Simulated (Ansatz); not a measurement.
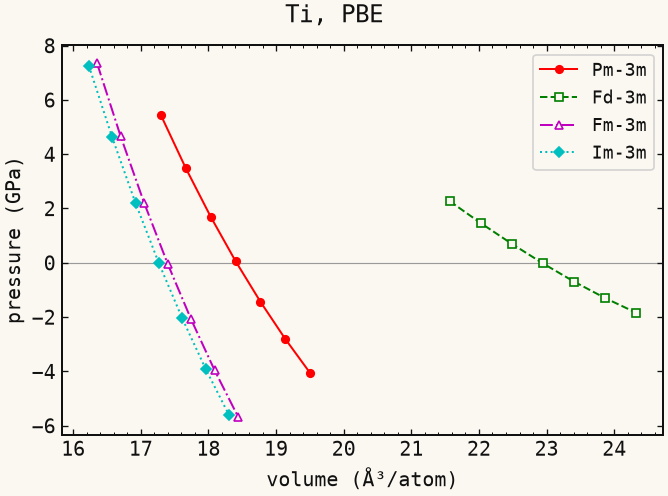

Method: equation of state of a cubic crystal from periodic Kohn-Sham density functional theory without spin, third-order Birch-Murnaghan fit to the free energies; pressure corrected for the finite basis (Ansatz 0.2.0 development build). Level: PBE.

```
                setting        value
      occupation method  Fermi–Dirac
       occupation width   0.06123 eV
            wave cutoff       420 eV
               datasets   soft-1 PAW
      density tolerance     1e-07 eV
   density cutoff ratio            4
search for lower states      default
```

Figure. Pressure against volume, with one curve for each structure, for Ti.

Settings that differ: Pm-3m: k mesh 41×41×41, atoms in cell 1, lattice centring simple cubic, space group number 221, structure type simple cubic; Fd-3m: k mesh 33×33×33, atoms in cell 2, lattice centring face-centred primitive, space group number 227, structure type diamond; Fm-3m: k mesh 23×23×23, atoms in cell 1, lattice centring face-centred primitive, space group number 225, structure type fcc; Im-3m: k mesh 47×47×47, atoms in cell 1, lattice centring body-centred primitive, space group number 229, structure type bcc.

The fitted equilibrium volumes, smallest first, are Im-3m 17.26, Fm-3m 17.39, Pm-3m 18.42, Fd-3m 22.93 Å³/atom. The fitted bulk moduli, smallest first, are Fd-3m 34, Pm-3m 78, Im-3m 106, Fm-3m 107 GPa. For Pm-3m, the pressure falls from 5.438 GPa at volume 17.30 Å³/atom to −4.067 GPa at 19.51 Å³/atom, and changes sign near 18.42 Å³/atom. For Fd-3m, the pressure falls from 2.270 GPa at volume 21.57 Å³/atom to −1.835 GPa at 24.32 Å³/atom, and changes sign near 22.93 Å³/atom. For Fm-3m, the pressure falls from 7.4 GPa at volume 16.35 Å³/atom to −5.7 GPa at 18.44 Å³/atom, and changes sign near 17.39 Å³/atom.

Keep in mind: cubic model structure, not the ambient form; no spin polarisation, a magnetic state may lie lower (Fd-3m).
